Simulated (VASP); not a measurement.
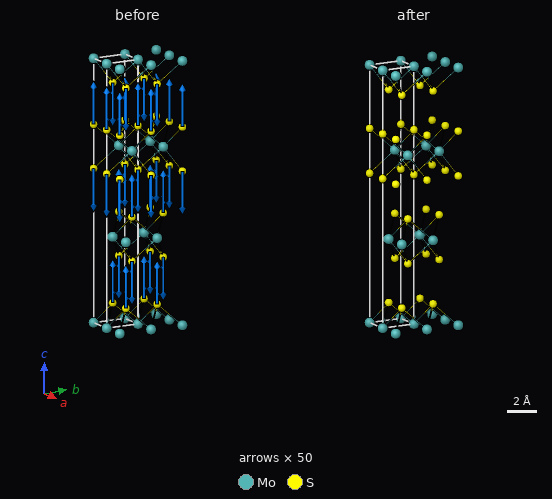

The structure of solid MoS$_{2}$ (set up in R3m) before (left) and after (right) a relaxation, at one scale. The blue arrows give the displacements (the part carried along by the change of the cell is left out), 50 times their true length.

Style: ball-and-stick. Shown: the conventional cell (3 times the calculation's cell), repeated 2 × 2 × 1 with one cell outlined, slightly off an axis. Lengths and directions refer to the drawn axes.

The run lets cell and atoms move.

These are results of VASP 6.6.1, Kohn-Sham DFT of a periodic cell, PBE with D3(BJ), VASP PAW PBE potentials, recommended, not measurements.

The input:
```
SYSTEM = MoS2
PREC = Accurate ; ENCUT = 600
EDIFF = 1E-6 ; ISMEAR = 0
SIGMA = 0.03 ; LREAL = .FALSE.
LASPH = .TRUE. ; NELM = 80
ALGO = Normal ; ISIF = 3
LWAVE = .FALSE. ; LCHARG = .FALSE.
GGA = PE ; IVDW = 12
IBRION = 2 ; NSW = 90
EDIFFG = -0.01
```

Command:
```bash
cat potpaw_PBE.64/Mo_sv/POTCAR potpaw_PBE.64/S/POTCAR > POTCAR
mpirun -np 1 vasp_std > vasp.out
```

Summarise the run.

Answer. The run was cut off at its time limit before the relaxation converged, so the last structure is only a point on the way. Over 12 geometry steps the energy falls by 18.5 meV per cell of the calculation. The largest force component goes from 0.51 to 0.16 eV/Å. Pressure: 1.25 GPa at the start and −1.29 GPa at the end. The largest moves relative to the cell, 0.062 Å, are those of S atoms. Mo stays in place. Cell: a = b 3.160 → 3.155 Å (−0.2 %), c 18.450 → 17.985 Å (−2.5 %). Volume −2.8 %. Near-neighbour distances that change, for instance: Mo–S 2.386 → 2.398 Å. The space group stays R3m (No. 160). At step 1 the optimiser overshot: the energy rose above the start, and later steps came back.
